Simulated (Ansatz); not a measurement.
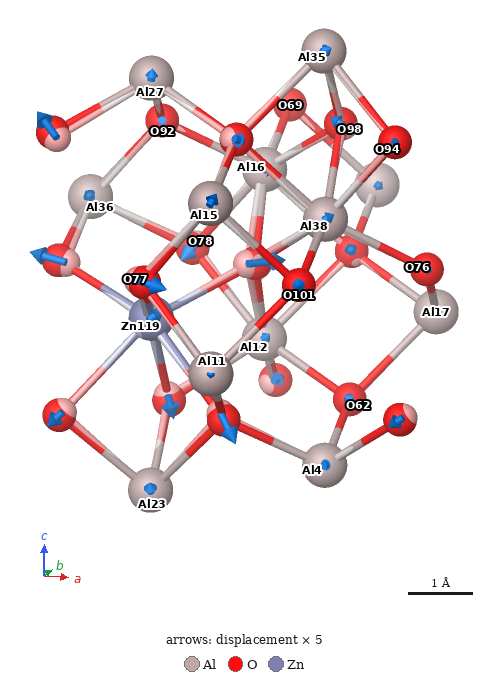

This is a relaxation of a defect cell of composition Al46O72Zn2. The starting structure is drawn faded, the final one solid; blue arrows show the displacements, magnified 5 times.

A ball-and-stick model of the atoms within 4.2 Å of the atom that moves most (axes of the cell of the calculation), seen slightly off an axis.

The atoms of the start lie slightly off their symmetric places, so part of the fall in energy undoes that.

Level of theory: DFT, PBEsol, PAW, plane waves in Ansatz 0.2.0. (plane-wave cutoff 420 eV; k-point mesh 1 × 1 × 1; mesh shifted by (0.25, 0.25, 0.25); no spin polarisation; atoms relaxed in a fixed cell; force threshold 0.03 eV/Å; at most 80 steps)

Atoms of which element are displaced furthest, and by how much?

Answer. Oxygen: up to 0.14 Å, against 0.09 Å for zinc.

Describe the change and its energy.

Answer. Over 4 geometry steps the energy falls by 2.423 eV per cell of the calculation. Largest force component: 2.7 eV/Å at the start, 0.014 eV/Å at the end. The atom that moves furthest is an O atom (0.14 Å roughly along [2 3 0]). Largest moves by element: O 0.14 Å, Zn 0.09 Å, Al 0.06 Å. The cell stays as it was. Some distances before and after: O–Zn 1.811 → 1.945 Å, O–Zn 2.000 → 2.124 Å, O–Zn 2.012 → 2.132 Å, Al–O 2.022 → 1.941 Å. Bond angles that change, for instance: O–Al–O 86.3° → 92.1°, Al–O–Al 132.1° → 137.8°, Al–O–Zn 133.6° → 128.3°.
